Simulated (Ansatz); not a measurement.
HgTe: several calculations on one system

**1. Relaxation**

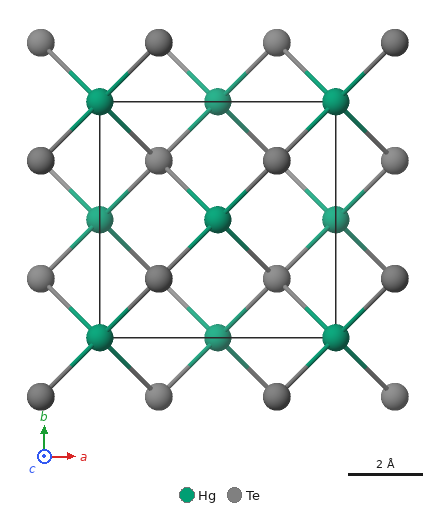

This is the input geometry for a relaxation of a crystal of HgTe (set up in F-43m). Style: ball-and-stick. Shown: the conventional cell (4 times the calculation's cell), along the c axis. Lengths and directions refer to the drawn axes.

Level of theory: DFT PBEsol, scalar-relativistic, plane waves, PAW in Ansatz.

Input
```yaml
crystal:
  lattice:
    - [0.0, 3.2235, 3.2235]
    - [3.2235, 0.0, 3.2235]
    - [3.2235, 3.2235, 0.0]
  atoms:
    - { symbol: Hg, position: [0.0, 0.0, 0.0] }
    - { symbol: Te, position: [0.75, 0.75, 0.75] }
basis:
  ecutwfc: 420
kpoints:
  mp_grid: { grid: [12, 12, 12] }
hamiltonian:
  xc: pbesol
scf:
  occupations: { method: gaussian, width: 0.1 }
output:
  forces: true
  stress: true
  eigenvalues: true
relax:
  adjacent_minimum: "off"
  f_tol: 0.005
  max_steps: 80
  cell: { stress_tol: 0.05 }
```

Run as
```bash
ansatz run input.yaml --threads 1 --pin off --max-ram 2560MiB --backend cpu --events-out ev --progress --plain --runs-dir out
```

Q: Predict the outcome.

A: The atoms keep their places relative to the cell (all moves are under 0.005 Å). The volume changes by +3.0 %, with a = b = c 6.447 → 6.512 Å (+1.0 %). Some distances before and after: Hg1–Te2 2.792 → 2.820 Å. The space group stays F-43m (No. 216). After 2 accepted moves (3 points after the start) the energy has fallen by 7.8 meV per cell of the calculation. All forces vanish by symmetry, so only the cell relaxes. The pressure goes from 1.31 to −0.05 GPa. The SCF was repeated once at an unchanged geometry on a basis and grid sized afresh for the cell, which shifted the energy by 0.4 meV per cell of the calculation at most.

After the run, drawn alike:

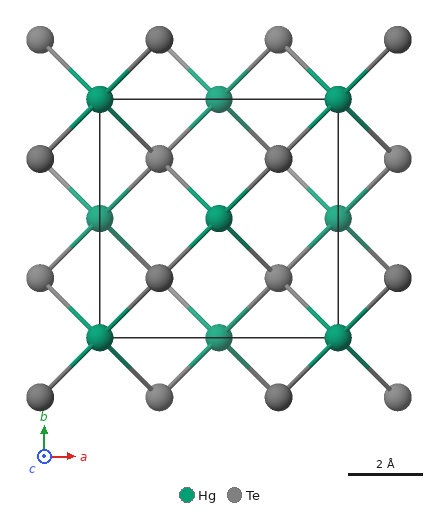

**2. Relaxation**

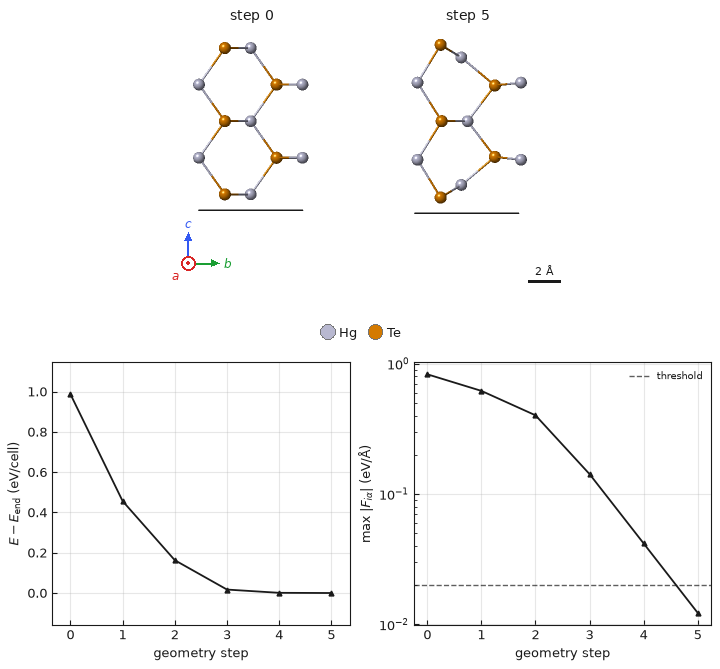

First and last geometry of a relaxation of a slab of composition HgTe (cut from the F-43m phase), with the history of the run. Style: ball-and-stick. Shown: the 2 × 1 repeat of the cell, outlined in the plane, without the vacuum, along the a axis.

Case: (1 1 0) slab, atoms relaxed. The slab is the (1 1 0) face of HgTe.

The calculation used Ansatz 0.2.0, DFT PBEsol, scalar-relativistic, plane waves, PAW.

Input file:
```yaml
crystal:
  lattice:
    - [4.6045184592, 0.0, 0.0]
    - [0.0, 6.5117724532, 0.0]
    - [0.0, 0.0, 24.2090369185]
  atoms:
    - { symbol: Hg, position: [0.5, 0.5, 0.3098016673] }
    - { symbol: Te, position: [0.0, 0.25, 0.3098016673] }
    - { symbol: Hg, position: [0.0, 0.0, 0.4049008336] }
    - { symbol: Te, position: [0.5, 0.75, 0.4049008336] }
    - { symbol: Hg, position: [0.5, 0.5, 0.5] }
    - { symbol: Te, position: [0.0, 0.25, 0.5] }
    - { symbol: Hg, position: [0.0, 0.0, 0.5950991664] }
    - { symbol: Te, position: [0.5, 0.75, 0.5950991664] }
    - { symbol: Hg, position: [0.5, 0.5, 0.6901983327] }
    - { symbol: Te, position: [0.0, 0.25, 0.6901983327] }
basis:
  ecutwfc: 420
kpoints:
  mp_grid: { grid: [8, 6, 1] }
hamiltonian:
  xc: pbesol
scf:
  occupations: { method: gaussian, width: 0.1 }
output:
  forces: true
  eigenvalues: true
relax:
  adjacent_minimum: "off"
  f_tol: 0.02
  max_steps: 60
efield:
  axis: 3
  dipole_correction: true
  ramp_width: 0.04
```

Launched with:
```bash
ansatz run input.yaml --threads 1 --pin off --max-ram 2560MiB --backend cpu --events-out ev --progress --plain --runs-dir out
```

Question: Read the history and describe the run.

Answer: It converged. The energy falls by 0.987 eV per cell of the calculation in 5 geometry steps. Largest force component: 0.83 eV/Å at the start, 0.012 eV/Å at the end. The largest moves relative to the layer's centre, 0.69 Å, are those of Hg1 and Hg9. Hg9 goes at 30° to the normal (−c side). Largest moves by element: Hg 0.69 Å, Te 0.20 Å. The cell doesn't change. Some distances before and after: Hg1–Te4 2.820 → 2.753 Å, Hg1–Te2 2.820 → 2.761 Å, Hg3–Te6 2.820 → 2.864 Å, Hg7–Te10 2.820 → 2.788 Å. Bond angles that change, for instance: Hg1–Te2–Hg3 109.5° → 90.0°, Hg1–Te4–Hg5 109.5° → 92.5°, Te2–Hg1–Te4 109.5° → 123.1°.

**3. A change**

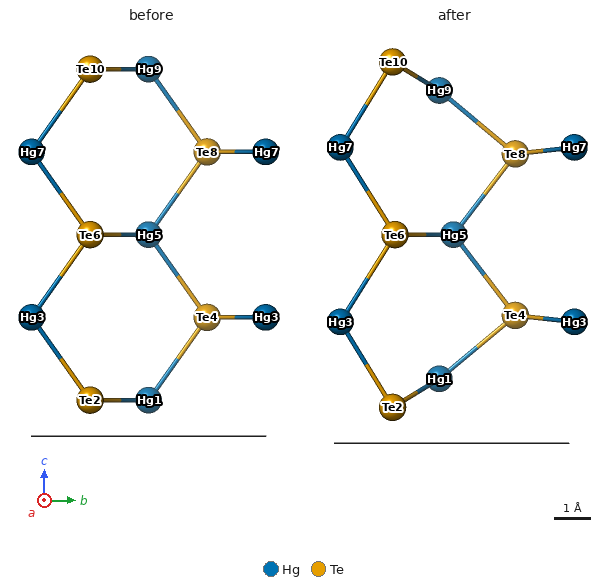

Left: a (1 1 0) slab of HgTe as cut from the relaxed bulk. Right: the same structure after one change, at the same scale. Style: ball-and-stick. Shown: the cell of the calculation, outlined in the plane, without the vacuum, along the a axis.

Theory: DFT PBEsol, scalar-relativistic, plane waves, PAW (Ansatz). (plane-wave cutoff 420 eV; occupations gaussian; smearing width 0.1 eV; no spin polarisation) The k-mesh is chosen for each cell (8×6×15, 8×6×1).

The atoms of the slab are relaxed at the bulk's in-plane cell.

Question: How do the computed properties respond?

Answer: The surface energy (mean of the two faces) falls from 0.45 to 0.19 J/m². The top spacing, between the HgTe and HgTe planes, goes from 2.30 to 2.07 Å (−10.0 %), the bottom one (HgTe to HgTe) from 2.30 to 2.07 Å (−10.0 %). The top plane rumples by 0.79 Å. The cell stays as it was. The largest moves relative to the layer's centre, 0.69 Å, are those of Hg1 and Hg9. Hg9 goes at 30° to the normal (−c side). By element the largest moves are Hg 0.69 Å, Te 0.20 Å. Some distances before and after: Hg–Te 2.820 → 2.753 to 2.864 Å.
